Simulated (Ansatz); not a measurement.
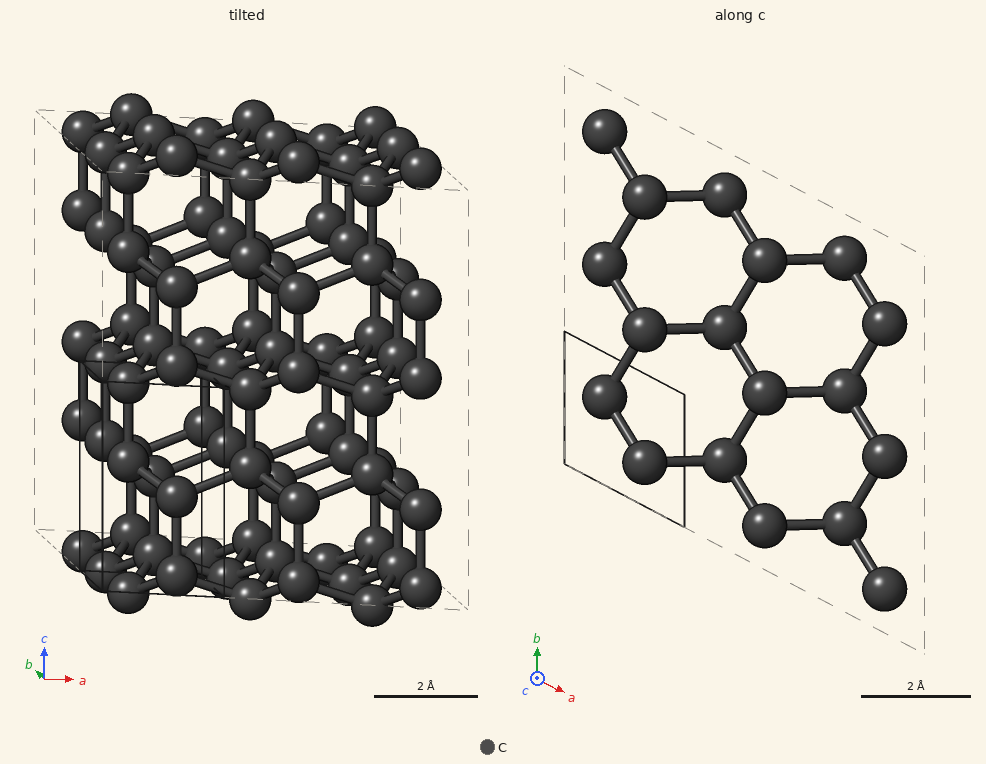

A ball-and-stick rendering, viewed slightly off an axis and along the c axis. 3×3×2 cells are drawn; the solid outline is the unit cell.

C, a = 2.50 Å, b = 2.45 Å, c = 4.17 Å, α = 90.00°, β = 90.00°, γ = 117.84°.

Calculation details: DFT, HSE06, plane waves, PAW (Ansatz 0.2.0); a basis cut at 420 eV, k-points on a 9×9×4 grid, no spin polarisation.

Predict the gap.

Answer. An insulator at this level, with a gap of 4.20 eV, indirect; the smallest direct gap is 5.61 eV.

Would the cell expand or shrink if it could?

Answer. The computed pressure is -4.9 GPa (stretched: it would shrink). The stress isn't hydrostatic: its largest component is 28.9 GPa.

The starting point was a structure type filled with this element by a generator (whether the element takes this form wasn't checked). The cell was then strained or its atoms displaced on purpose. It went into a calculation with Ansatz.

At this level of theory the cell isn't at rest (stretched, at -5 GPa), so its distances can differ from those at equilibrium, the more so the softer the solid.
